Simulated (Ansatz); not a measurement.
# Residual resistivity of an alloy: Ti(0001) with 2 layers of random Ti-Pd, 2x2, part 2 of 2

Wanted: resistance against the alloy's length, first Ti(0001) with 2 layers of random Ti-Pd, 2x2.

Ansatz 0.2.0; Ansatz plane-wave DFT, PBE, PAW files; ballistic transport by layer matching (Landauer), zero bias; PAW set soft_1.

So far. Step 2 (With 2 alloy layers): Over the solved energies the transmission per spin lies between 0.827 and 1.00, out of 2.71 channels of the lead on average (up to 3.22). The log calls the step of a lead's potential too much.

## (3) With 6 alloy layers

System of this step: Ti(0001) with 6 layers of random Ti-Pd, 2x2. The cell holds 64 atoms: 46 Ti and 18 Pd. Its edges and angles: a = 5.900 Å, b = 5.900 Å, c = 37.488 Å, α = 90.0°, β = 90.0°, γ = 120.0°. It derives from Ti. Regions: lead, 40 atoms (40 Ti); scattering region, 24 atoms (6 Ti and 18 Pd). The structure is stacked along c, and the current runs across the ab planes.

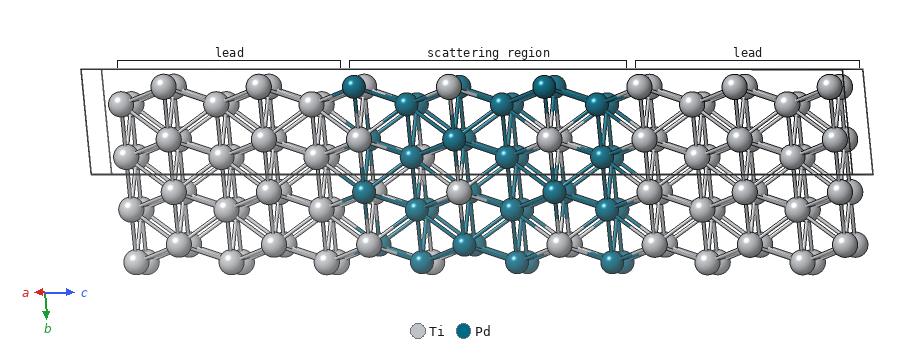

The cell of this step (titanium light grey, palladium blue). 1×2×1 cells are drawn.

File input.yaml:

```yaml
crystal:
  lattice:
    - [5.9, 0.0, 0.0]
    - [-2.95, 5.1095498823, 0.0]
    - [0.0, 0.0, 37.488]
  atoms:
    - { symbol: Ti, position: [0.1666666667, 0.3333333333, 0.03125] }
    - { symbol: Ti, position: [0.1666666667, 0.8333333333, 0.03125] }
    - { symbol: Ti, position: [0.6666666667, 0.3333333333, 0.03125] }
    - { symbol: Ti, position: [0.6666666667, 0.8333333333, 0.03125] }
    - { symbol: Ti, position: [0.3333333333, 0.1666666667, 0.09375] }
    - { symbol: Ti, position: [0.3333333333, 0.6666666667, 0.09375] }
    - { symbol: Ti, position: [0.8333333333, 0.1666666667, 0.09375] }
    - { symbol: Ti, position: [0.8333333333, 0.6666666667, 0.09375] }
    - { symbol: Ti, position: [0.1666666667, 0.3333333333, 0.15625] }
    - { symbol: Ti, position: [0.1666666667, 0.8333333333, 0.15625] }
    - { symbol: Ti, position: [0.6666666667, 0.3333333333, 0.15625] }
    - { symbol: Ti, position: [0.6666666667, 0.8333333333, 0.15625] }
    - { symbol: Ti, position: [0.3333333333, 0.1666666667, 0.21875] }
    - { symbol: Ti, position: [0.3333333333, 0.6666666667, 0.21875] }
    - { symbol: Ti, position: [0.8333333333, 0.1666666667, 0.21875] }
    - { symbol: Ti, position: [0.8333333333, 0.6666666667, 0.21875] }
    - { symbol: Ti, position: [0.1666666667, 0.3333333333, 0.28125] }
    - { symbol: Ti, position: [0.1666666667, 0.8333333333, 0.28125] }
    - { symbol: Ti, position: [0.6666666667, 0.3333333333, 0.28125] }
    - { symbol: Ti, position: [0.6666666667, 0.8333333333, 0.28125] }
    - { symbol: Ti, position: [0.3333333333, 0.1666666667, 0.34375] }
    - { symbol: Pd, position: [0.3333333333, 0.6666666667, 0.34375] }
    - { symbol: Pd, position: [0.8333333333, 0.1666666667, 0.34375] }
    - { symbol: Ti, position: [0.8333333333, 0.6666666667, 0.34375] }
    - { symbol: Pd, position: [0.1666666667, 0.3333333333, 0.40625] }
    - { symbol: Ti, position: [0.1666666667, 0.8333333333, 0.40625] }
    - { symbol: Pd, position: [0.6666666667, 0.3333333333, 0.40625] }
    - { symbol: Pd, position: [0.6666666667, 0.8333333333, 0.40625] }
    - { symbol: Pd, position: [0.3333333333, 0.1666666667, 0.46875] }
    - { symbol: Pd, position: [0.3333333333, 0.6666666667, 0.46875] }
    - { symbol: Ti, position: [0.8333333333, 0.1666666667, 0.46875] }
    - { symbol: Pd, position: [0.8333333333, 0.6666666667, 0.46875] }
    - { symbol: Pd, position: [0.1666666667, 0.3333333333, 0.53125] }
    - { symbol: Pd, position: [0.1666666667, 0.8333333333, 0.53125] }
    - { symbol: Pd, position: [0.6666666667, 0.3333333333, 0.53125] }
    - { symbol: Pd, position: [0.6666666667, 0.8333333333, 0.53125] }
    - { symbol: Pd, position: [0.3333333333, 0.1666666667, 0.59375] }
    - { symbol: Ti, position: [0.3333333333, 0.6666666667, 0.59375] }
    - { symbol: Pd, position: [0.8333333333, 0.1666666667, 0.59375] }
    - { symbol: Ti, position: [0.8333333333, 0.6666666667, 0.59375] }
    - { symbol: Pd, position: [0.1666666667, 0.3333333333, 0.65625] }
    - { symbol: Pd, position: [0.1666666667, 0.8333333333, 0.65625] }
    - { symbol: Pd, position: [0.6666666667, 0.3333333333, 0.65625] }
    - { symbol: Pd, position: [0.6666666667, 0.8333333333, 0.65625] }
    - { symbol: Ti, position: [0.3333333333, 0.1666666667, 0.71875] }
    - { symbol: Ti, position: [0.3333333333, 0.6666666667, 0.71875] }
    - { symbol: Ti, position: [0.8333333333, 0.1666666667, 0.71875] }
    - { symbol: Ti, position: [0.8333333333, 0.6666666667, 0.71875] }
    - { symbol: Ti, position: [0.1666666667, 0.3333333333, 0.78125] }
    - { symbol: Ti, position: [0.1666666667, 0.8333333333, 0.78125] }
    - { symbol: Ti, position: [0.6666666667, 0.3333333333, 0.78125] }
    - { symbol: Ti, position: [0.6666666667, 0.8333333333, 0.78125] }
    - { symbol: Ti, position: [0.3333333333, 0.1666666667, 0.84375] }
    - { symbol: Ti, position: [0.3333333333, 0.6666666667, 0.84375] }
    - { symbol: Ti, position: [0.8333333333, 0.1666666667, 0.84375] }
    - { symbol: Ti, position: [0.8333333333, 0.6666666667, 0.84375] }
    - { symbol: Ti, position: [0.1666666667, 0.3333333333, 0.90625] }
    - { symbol: Ti, position: [0.1666666667, 0.8333333333, 0.90625] }
    - { symbol: Ti, position: [0.6666666667, 0.3333333333, 0.90625] }
    - { symbol: Ti, position: [0.6666666667, 0.8333333333, 0.90625] }
    - { symbol: Ti, position: [0.3333333333, 0.1666666667, 0.96875] }
    - { symbol: Ti, position: [0.3333333333, 0.6666666667, 0.96875] }
    - { symbol: Ti, position: [0.8333333333, 0.1666666667, 0.96875] }
    - { symbol: Ti, position: [0.8333333333, 0.6666666667, 0.96875] }
kpoints:
  mp_grid: { grid: [4, 4, 1] }
hamiltonian:
  xc: pbe
  pseudopotentials: { kind: paw, azcp: { folder: soft_1 } }
scf:
  occupations: { method: fermi_dirac, width: 0.1 }
output:
  transmission: { leads: [[0, 8]], kmesh: [8, 8], e_range: [-0.05, 0.05], de: 0.05 }
  write_potential: true
  write_density: true
  volumetric_format: npy
```

The run is started by

```console
ansatz run input.yaml --threads 4 --pin off --max-ram 15360MiB --backend cpu --events-out ev --progress --plain --runs-dir out
```

Numbers of over 12 decimals in the logs are rounded to 6 here.

The log of the run:

```text
[...]
Crystal: 64 atoms, lattice volume = 1130.126 Å³
Basis set: ecut = 420 eV, 21905 PW (Γ)
Bands: 526, of which v1, the nominal top of the filled ones, is band 438 counted from 1 (437 counted from 0)
Symmetry: 1 space group operations
[...]
k-points: 10 of 16 (time reversal used)
[...]
SCF iter   1: F=—  HF=-241356.826465 eV  |F-HF|=—  |Δ(HF+E_count)|=         —  Δρ=6.34e-1  dr2=2.10e5  ethr=3.10e-3  ⟨swp⟩=4.5  Hψ=17231  notcnv=0
[...]
SCF iter  15: F=-240506.664635 eV  HF=-240506.664635 eV  |F-HF|=7.67e-8  |Δ(HF+E_count)|=   1.72e-8  Δρ=1.56e-6  dr2=8.96e-8  ethr=1.14e-11  ⟨swp⟩=17.6  Hψ=31653  notcnv=0
SCF 1 converged in 15 iterations: F = -240506.664635 eV  dr2 = 8.96e-8
[...]
transmission: 170 of 1666 steps passed
transmission: 334 of 1666 steps passed
[...]
transmission: 1666 of 1666 steps passed
SCF converged after 15 iterations
Free energy (F): -240506.664635 eV
[...]
Internal energy: -240504.224863 eV  (E = F + TS)
E sigma→0 (E₀):  -240505.444749 eV
Entropy (-TS):   -2.439772 eV (-38.121 meV/atom)
Fermi energy:    13.843918 eV
[...]
--- Band table (eV; the first three rows and the last of 10) ---
  k-point 0: bands = [... 434 lower, 14.1971, 14.2481, 14.2932, 14.3649, 14.4098, 14.4130, 14.4172, 14.4191, ... 84 higher]
  k-point 1: bands = [... 434 lower, 13.9197, 13.9482, 13.9560, 14.0454, 14.0883, 14.1112, 14.1234, 14.1375, ... 84 higher]
  k-point 2: bands = [... 434 lower, 13.6482, 13.6664, 13.6694, 13.7268, 13.7579, 13.7946, 13.8121, 13.8159, ... 84 higher]
  k-point 9: bands = [... 434 lower, 13.6564, 13.7193, 13.7303, 13.7554, 13.7868, 13.7902, 13.8150, 13.8283, ... 84 higher]
--- Transmission ---
  basis      : 253 plane waves across, 49 finite elements along
  points     : 34, standing for a mesh of 8 x 8
[...]
channels       : 2.656250e0 a spin
[...]
junction   : crystal 0 to crystal 0, 0.70 to 33.50 Å
    transmission   : 4.174904e-1 a spin
[...]
```

Run time: 22 min. Hardware: 4 threads of Arm Neoverse V1, shared host; peak memory 10 GiB.

This step gave:

```
free energy                                   : -240506.6646 eV
energy at zero smearing                       : -240505.4447 eV
Fermi energy                                  : 13.84 eV
transmission per spin nearest the Fermi level : 0.4175
step of the lead's potential                  : 43.1 meV
```

Per spin. The transmission, zone mean by energy, zero at the Fermi level:

```tsv
energy (eV)	transmission, zone mean
-0.0500	0.354
0.0000	0.417
0.0500	0.413
```

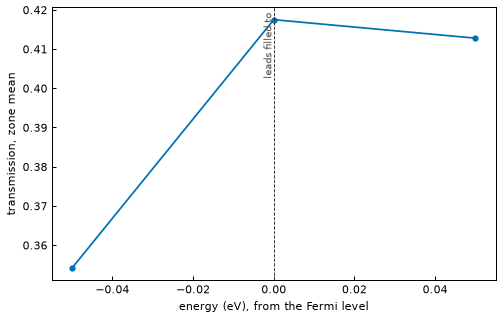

Transmission, zone mean, plotted against energy.

Over the solved energies the transmission per spin lies between 0.354 and 0.417, out of 2.71 channels of the lead on average (up to 3.22). The log calls the step of a lead's potential too much.

## (4) With 10 alloy layers

System of this step: Ti(0001) with 10 layers of random Ti-Pd, 2x2. The cell holds 80 atoms: 50 Ti and 30 Pd. Its edges and angles: a = 5.900 Å, b = 5.900 Å, c = 46.860 Å, α = 90.0°, β = 90.0°, γ = 120.0°. It derives from Ti. Regions: lead, 40 atoms (40 Ti); scattering region, 40 atoms (30 Pd and 10 Ti). The structure is stacked along c, and the current runs across the ab planes.

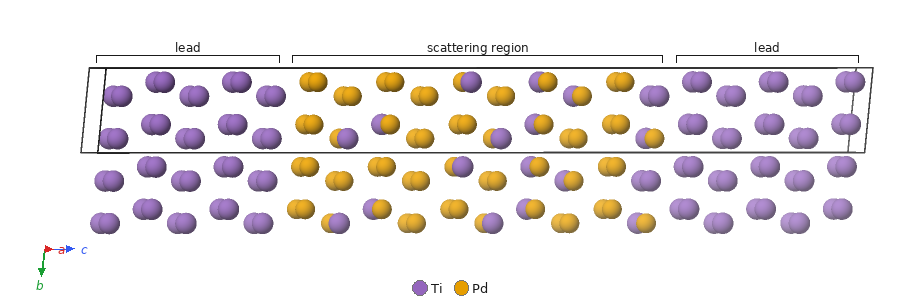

The cell of this step (titanium purple, palladium orange). 1×2×1 cells are drawn.

File input.yaml:

```yaml
crystal:
  lattice:
    - [5.9, 0.0, 0.0]
    - [-2.95, 5.1095498823, 0.0]
    - [0.0, 0.0, 46.86]
  atoms:
    - { symbol: Ti, position: [0.1666666667, 0.3333333333, 0.025] }
    - { symbol: Ti, position: [0.1666666667, 0.8333333333, 0.025] }
    - { symbol: Ti, position: [0.6666666667, 0.3333333333, 0.025] }
    - { symbol: Ti, position: [0.6666666667, 0.8333333333, 0.025] }
    - { symbol: Ti, position: [0.3333333333, 0.1666666667, 0.075] }
    - { symbol: Ti, position: [0.3333333333, 0.6666666667, 0.075] }
    - { symbol: Ti, position: [0.8333333333, 0.1666666667, 0.075] }
    - { symbol: Ti, position: [0.8333333333, 0.6666666667, 0.075] }
    - { symbol: Ti, position: [0.1666666667, 0.3333333333, 0.125] }
    - { symbol: Ti, position: [0.1666666667, 0.8333333333, 0.125] }
    - { symbol: Ti, position: [0.6666666667, 0.3333333333, 0.125] }
    - { symbol: Ti, position: [0.6666666667, 0.8333333333, 0.125] }
    - { symbol: Ti, position: [0.3333333333, 0.1666666667, 0.175] }
    - { symbol: Ti, position: [0.3333333333, 0.6666666667, 0.175] }
    - { symbol: Ti, position: [0.8333333333, 0.1666666667, 0.175] }
    - { symbol: Ti, position: [0.8333333333, 0.6666666667, 0.175] }
    - { symbol: Ti, position: [0.1666666667, 0.3333333333, 0.225] }
    - { symbol: Ti, position: [0.1666666667, 0.8333333333, 0.225] }
    - { symbol: Ti, position: [0.6666666667, 0.3333333333, 0.225] }
    - { symbol: Ti, position: [0.6666666667, 0.8333333333, 0.225] }
    - { symbol: Pd, position: [0.3333333333, 0.1666666667, 0.275] }
    - { symbol: Pd, position: [0.3333333333, 0.6666666667, 0.275] }
    - { symbol: Pd, position: [0.8333333333, 0.1666666667, 0.275] }
    - { symbol: Pd, position: [0.8333333333, 0.6666666667, 0.275] }
    - { symbol: Pd, position: [0.1666666667, 0.3333333333, 0.325] }
    - { symbol: Pd, position: [0.1666666667, 0.8333333333, 0.325] }
    - { symbol: Pd, position: [0.6666666667, 0.3333333333, 0.325] }
    - { symbol: Ti, position: [0.6666666667, 0.8333333333, 0.325] }
    - { symbol: Pd, position: [0.3333333333, 0.1666666667, 0.375] }
    - { symbol: Ti, position: [0.3333333333, 0.6666666667, 0.375] }
    - { symbol: Pd, position: [0.8333333333, 0.1666666667, 0.375] }
    - { symbol: Pd, position: [0.8333333333, 0.6666666667, 0.375] }
    - { symbol: Pd, position: [0.1666666667, 0.3333333333, 0.425] }
    - { symbol: Pd, position: [0.1666666667, 0.8333333333, 0.425] }
    - { symbol: Pd, position: [0.6666666667, 0.3333333333, 0.425] }
    - { symbol: Pd, position: [0.6666666667, 0.8333333333, 0.425] }
    - { symbol: Pd, position: [0.3333333333, 0.1666666667, 0.475] }
    - { symbol: Pd, position: [0.3333333333, 0.6666666667, 0.475] }
    - { symbol: Ti, position: [0.8333333333, 0.1666666667, 0.475] }
    - { symbol: Pd, position: [0.8333333333, 0.6666666667, 0.475] }
    - { symbol: Pd, position: [0.1666666667, 0.3333333333, 0.525] }
    - { symbol: Pd, position: [0.1666666667, 0.8333333333, 0.525] }
    - { symbol: Pd, position: [0.6666666667, 0.3333333333, 0.525] }
    - { symbol: Ti, position: [0.6666666667, 0.8333333333, 0.525] }
    - { symbol: Ti, position: [0.3333333333, 0.1666666667, 0.575] }
    - { symbol: Ti, position: [0.3333333333, 0.6666666667, 0.575] }
    - { symbol: Pd, position: [0.8333333333, 0.1666666667, 0.575] }
    - { symbol: Pd, position: [0.8333333333, 0.6666666667, 0.575] }
    - { symbol: Ti, position: [0.1666666667, 0.3333333333, 0.625] }
    - { symbol: Pd, position: [0.1666666667, 0.8333333333, 0.625] }
    - { symbol: Pd, position: [0.6666666667, 0.3333333333, 0.625] }
    - { symbol: Pd, position: [0.6666666667, 0.8333333333, 0.625] }
    - { symbol: Pd, position: [0.3333333333, 0.1666666667, 0.675] }
    - { symbol: Pd, position: [0.3333333333, 0.6666666667, 0.675] }
    - { symbol: Pd, position: [0.8333333333, 0.1666666667, 0.675] }
    - { symbol: Pd, position: [0.8333333333, 0.6666666667, 0.675] }
    - { symbol: Ti, position: [0.1666666667, 0.3333333333, 0.725] }
    - { symbol: Ti, position: [0.1666666667, 0.8333333333, 0.725] }
    - { symbol: Ti, position: [0.6666666667, 0.3333333333, 0.725] }
    - { symbol: Pd, position: [0.6666666667, 0.8333333333, 0.725] }
    - { symbol: Ti, position: [0.3333333333, 0.1666666667, 0.775] }
    - { symbol: Ti, position: [0.3333333333, 0.6666666667, 0.775] }
    - { symbol: Ti, position: [0.8333333333, 0.1666666667, 0.775] }
    - { symbol: Ti, position: [0.8333333333, 0.6666666667, 0.775] }
    - { symbol: Ti, position: [0.1666666667, 0.3333333333, 0.825] }
    - { symbol: Ti, position: [0.1666666667, 0.8333333333, 0.825] }
    - { symbol: Ti, position: [0.6666666667, 0.3333333333, 0.825] }
    - { symbol: Ti, position: [0.6666666667, 0.8333333333, 0.825] }
    - { symbol: Ti, position: [0.3333333333, 0.1666666667, 0.875] }
    - { symbol: Ti, position: [0.3333333333, 0.6666666667, 0.875] }
    - { symbol: Ti, position: [0.8333333333, 0.1666666667, 0.875] }
    - { symbol: Ti, position: [0.8333333333, 0.6666666667, 0.875] }
    - { symbol: Ti, position: [0.1666666667, 0.3333333333, 0.925] }
    - { symbol: Ti, position: [0.1666666667, 0.8333333333, 0.925] }
    - { symbol: Ti, position: [0.6666666667, 0.3333333333, 0.925] }
    - { symbol: Ti, position: [0.6666666667, 0.8333333333, 0.925] }
    - { symbol: Ti, position: [0.3333333333, 0.1666666667, 0.975] }
    - { symbol: Ti, position: [0.3333333333, 0.6666666667, 0.975] }
    - { symbol: Ti, position: [0.8333333333, 0.1666666667, 0.975] }
    - { symbol: Ti, position: [0.8333333333, 0.6666666667, 0.975] }
kpoints:
  mp_grid: { grid: [4, 4, 1] }
hamiltonian:
  xc: pbe
  pseudopotentials: { kind: paw, azcp: { folder: soft_1 } }
scf:
  occupations: { method: fermi_dirac, width: 0.1 }
output:
  transmission: { leads: [[0, 8]], kmesh: [8, 8], e_range: [-0.05, 0.05], de: 0.05 }
  write_potential: true
  write_density: true
  volumetric_format: npy
```

The log of the run:

```text
[...]
Crystal: 80 atoms, lattice volume = 1412.658 Å³
Basis set: ecut = 420 eV, 27409 PW (Γ)
Bands: 684, of which v1, the nominal top of the filled ones, is band 570 counted from 1 (569 counted from 0)
Symmetry: 1 space group operations
[...]
k-points: 10 of 16 (time reversal used)
[...]
SCF iter   1: F=—  HF=-335386.494471 eV  |F-HF|=—  |Δ(HF+E_count)|=         —  Δρ=7.68e-1  dr2=4.84e5  ethr=3.10e-3  ⟨swp⟩=4.0  Hψ=22312  notcnv=0
[...]
SCF iter  16: F=-334183.934273 eV  HF=-334183.934273 eV  |F-HF|=4.28e-8  |Δ(HF+E_count)|=   5.24e-9  Δρ=7.50e-7  dr2=4.52e-8  ethr=8.77e-12  ⟨swp⟩=16.3  Hψ=32585  notcnv=0
SCF 1 converged in 16 iterations: F = -334183.934273 eV  dr2 = 4.52e-8
[...]
transmission: 222 of 2210 steps passed
transmission: 444 of 2210 steps passed
[...]
transmission: 2210 of 2210 steps passed
SCF converged after 16 iterations
Free energy (F): -334183.934273 eV
[...]
Internal energy: -334180.965213 eV  (E = F + TS)
E sigma→0 (E₀):  -334182.449743 eV
Entropy (-TS):   -2.969060 eV (-37.113 meV/atom)
Fermi energy:    14.078645 eV
[...]
--- Band table (eV; the first three rows and the last of 10) ---
  k-point 0: bands = [... 566 lower, 14.4304, 14.4622, 14.5029, 14.5173, 14.5617, 14.6050, 14.6360, 14.6448, ... 110 higher]
  k-point 1: bands = [... 566 lower, 14.1943, 14.2336, 14.2406, 14.2702, 14.2926, 14.3129, 14.3432, 14.3492, ... 110 higher]
  k-point 2: bands = [... 566 lower, 13.9215, 13.9508, 13.9674, 13.9882, 14.0103, 14.0331, 14.0473, 14.0584, ... 110 higher]
  k-point 9: bands = [... 566 lower, 13.9632, 13.9650, 13.9821, 13.9936, 14.0341, 14.0355, 14.0725, 14.1074, ... 110 higher]
--- Transmission ---
  basis      : 253 plane waves across, 65 finite elements along
  points     : 34, standing for a mesh of 8 x 8
[...]
channels       : 2.656250e0 a spin
[...]
junction   : crystal 0 to crystal 0, 0.70 to 42.87 Å
    transmission   : 2.126407e-1 a spin
[...]
```

Wall time 38 min (4 threads); peak memory 8 GiB; 2.3 h of CPU time.

This step gave:

| Property | Result |
| --- | --- |
| free energy | -334183.9343 eV |
| energy at zero smearing | -334182.4497 eV |
| Fermi energy | 14.08 eV |
| transmission per spin nearest the Fermi level | 0.2126 |
| step of the lead's potential | 31.8 meV |

Per spin. The transmission, zone mean by energy, zero at the Fermi level:

```tsv
energy (eV)	transmission, zone mean
-0.0500	0.242
0.0000	0.213
0.0500	0.276
```

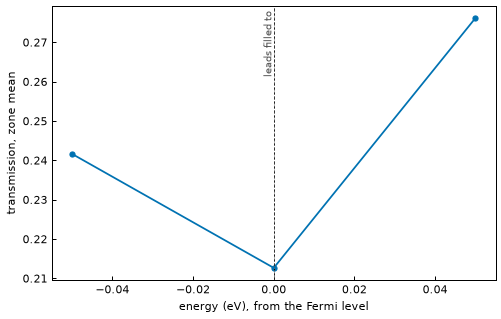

Transmission, zone mean against energy.

Over the solved energies the transmission per spin lies between 0.213 and 0.276, out of 2.71 channels of the lead on average (up to 3.22). The log calls the step of a lead's potential too much.

## (5) Resistance against length

This step: Ansatz plane-wave DFT, PBE, PAW files; ballistic transport by layer matching (Landauer), zero bias; residual resistivity from the slope of the area resistance, atoms on the host's lattice; PAW set soft_1 (Ansatz 0.2.0).

This step gave:

* resistivity: 621.0 µΩ cm
* intercept: -0.1069 fΩ m²
* scatter about the fit: 0.1446 fΩ m²

Resistance, by row:

```tsv
run	length (Å)	T	channels N	RA (fΩ m²)
n2	4.686	0.8961	2.708	2.905
n6	14.06	0.3948	2.708	8.418
n10	23.43	0.2435	2.708	14.54
```

Area resistance against length of the alloy:

```tsv
length of the alloy (Å)	area resistance (fΩ m²)
4.69	2.91
14.06	8.42
23.43	14.5
```

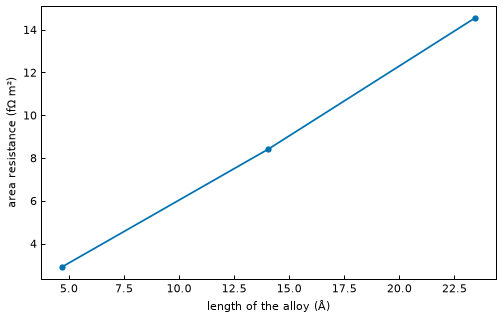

Area resistance against length of the alloy.

The area resistance goes from 2.9 to 15 fΩ m² between 4.7 and 23.4 Å, a slope of 621 µΩ cm.

By hand from the end points: (14.54 − 2.905) fΩ m² / (23.43 − 4.69) Å = 621 µΩ cm, since 1 fΩ m² per Å is 1000 µΩ cm.

## (6) Results

```json
{
  "resistivity from the slope": "621 µΩ cm",
  "area resistance over 4.69 Å": "2.91 fΩ m²",
  "area resistance over 14.1 Å": "8.42 fΩ m²",
  "area resistance over 23.4 Å": "14.5 fΩ m²"
}
```

In words: The slope gives 621 µΩ cm. The points scatter by 0.14 fΩ m² about the line, with one random draw a length in a 2x2 cell, so the slope is a rough value. Read with a model of isotropic scattering on a spherical Fermi surface and the lead's 0.70×10¹⁵ S/m², this slope means a mean free path near 1.7 Å (a rough figure, since the alloy's own channel count differs); over these lengths the model's slope is within 3 % of its bulk resistivity, though a free path of a few ångströms strains the picture. The atoms sit on the host's lattice, so scattering by size misfit is left out. With 75 % of Pd, whose own structure is another, this is a hypothetical phase. A lead's potential steps by up to 43 meV from period to period, which the log calls too much, so longer leads could move the result.

[Logs are printed without paths, hosts, clocks, repeated set-up lines and the standing remarks that a program may print on its own settings, such as how far it seeks lower states.]

[Hosts, paths, dates, database ids (printed as entryN), source tags and the programs' standing remarks are cut or masked in the printed files.]
